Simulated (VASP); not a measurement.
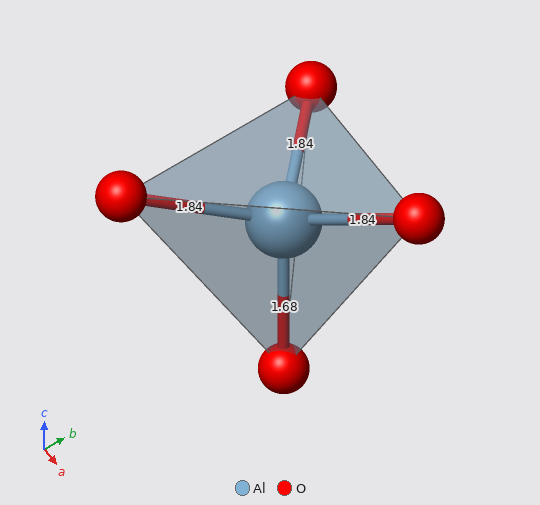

The AlO4 unit about Al in Al2O3. Source: a cell listed in the Materials Project, as set up for an electronic-structure calculation.

Al2O3, space group P-3m1 (No. 164), a = 3.017 Å, b = 3.017 Å, c = 7.575 Å, α = 90.00°, β = 90.00°, γ = 120.00°

| site | Wyckoff | x | y | z |
| --- | --- | --- | --- | --- |
| Al | 2c | 0.0000 | 0.0000 | 0.7220 |
| O1 | 1b | 0.0000 | 0.0000 | 0.5000 |
| O2 | 2d | 0.6667 | 0.3333 | 0.8005 |

### Compute the usual distortion measures of this polyhedron.

It is closest to the tetrahedron.

```tsv
measure	value
mean bond length	1.801 Å
bond-length distortion index (Baur)	0.033
effective coordination number (Hoppe)	3.79
shape measure against the tetrahedron	0.14
shape measure against the see-saw	9.41
centre off the ligands' centroid by	0.03 Å
polyhedral volume	2.99 Å³
quadratic elongation	1.003
bond-angle variance	0.5 deg²
τ4	0.99
```
